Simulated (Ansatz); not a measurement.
System: W (slab).

```
CELL_PARAMETERS angstrom
5.51409 0.00000 0.00000
-1.83803 5.19873 0.00000
0.00000 0.00000 20.50223
ATOMIC_POSITIONS crystal
W 0.25000 0.25000 0.39020
W 0.25000 0.75000 0.39020
W 0.75000 0.25000 0.39020
W 0.75000 0.75000 0.39020
W 0.50000 0.50000 0.49652
W 0.50000 0.00000 0.49652
W 0.00000 0.50000 0.49652
W 0.00000 0.00000 0.49652
W 0.75000 0.75000 0.60286
W 0.75000 0.25000 0.60286
W 0.25000 0.75000 0.60286
W 0.25000 0.25000 0.60286
```

Theory: DFT PBE, scalar-relativistic, plane waves, PAW (Ansatz).

Q: Predict the valence pseudo-density and electron localisation function between the atoms.

A: W–W (2.76 Å): ρ at the midpoint is about 0.42 e/Å³; the ELF is about 0.40 at the midpoint.

Q: Metal or insulator at this level of theory?

A: It is metallic or semimetallic at this level of theory: no gap opens.

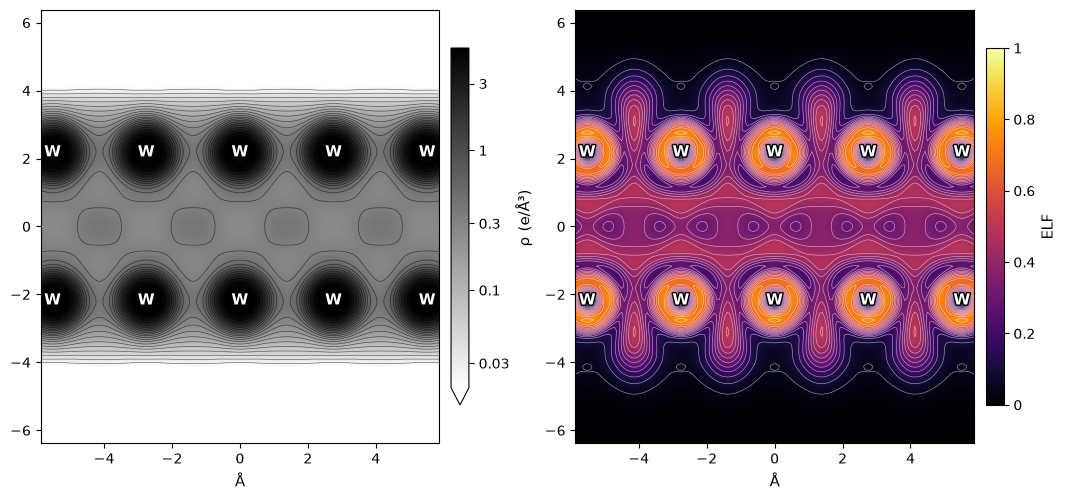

Computed valence pseudo-density and electron localisation function on the (010) plane of the calculation cell, a cut from vacuum to vacuum, in this order. 

The density is the valence pseudo-density of a PAW calculation; it isn't the true density close to the nuclei.
